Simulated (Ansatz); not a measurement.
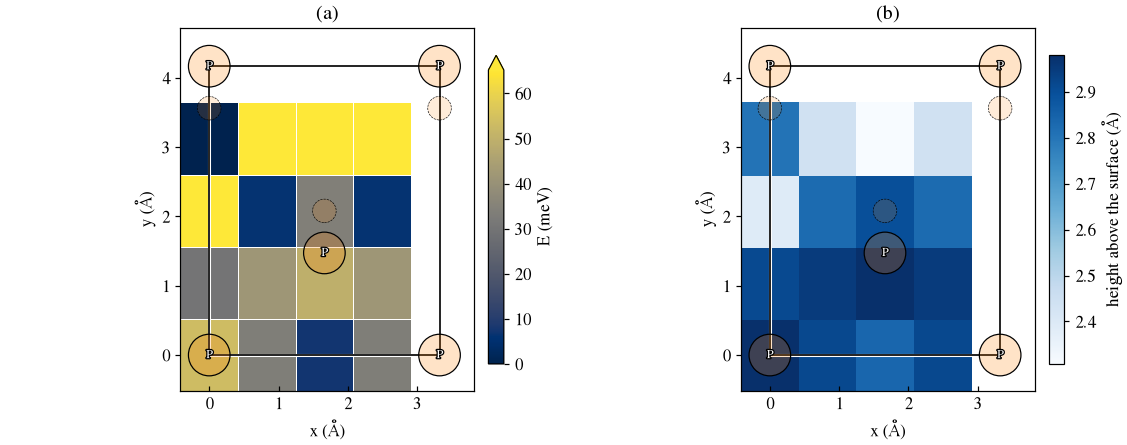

Zn on a P(010) slab cut from the Cmce phase (8 atoms of substrate and one adsorbate in a 1 × 1 cell). One Zn atom a 1 × 1 cell is placed over a mesh of places on the rigid (0 1 0) surface, and only its height is relaxed. Places are given modulo a cell vector. The map is drawn in real space over the plane of the surface. The scan uses a 4 × 4 grid. Energies: meV, counted from the lowest grid point. With one adsorbate in each 1 × 1 cell, its nearest image is 3.3 Å away, so neighbouring adsorbates interact. Computed with DFT PBE+D3(BJ), scalar-relativistic, plane waves, PAW (Ansatz 0.2.0).

Panel (a) is the energy and panel (b) the computed height above the surface on the same grid.

The picture shows one coloured cell a grid point, labelled circles for the atoms of the top layer and small ones for the second layer, the outline of one cell of the plane, one colour for all values above the top of the scale.

> How does the height above the surface vary over the map, and what is it at the lowest grid point?

It runs from 2.31 Å at (2/4, 3/4) of the cell vectors [nearest 1 P at 2.84 Å] to 2.98 Å at the top site over a surface P atom, (0/4, 0/4) of the cell vectors. At the lowest grid point, (0/4, 3/4) of the cell vectors [nearest 1 P at 2.99 Å], it is 2.80 Å.
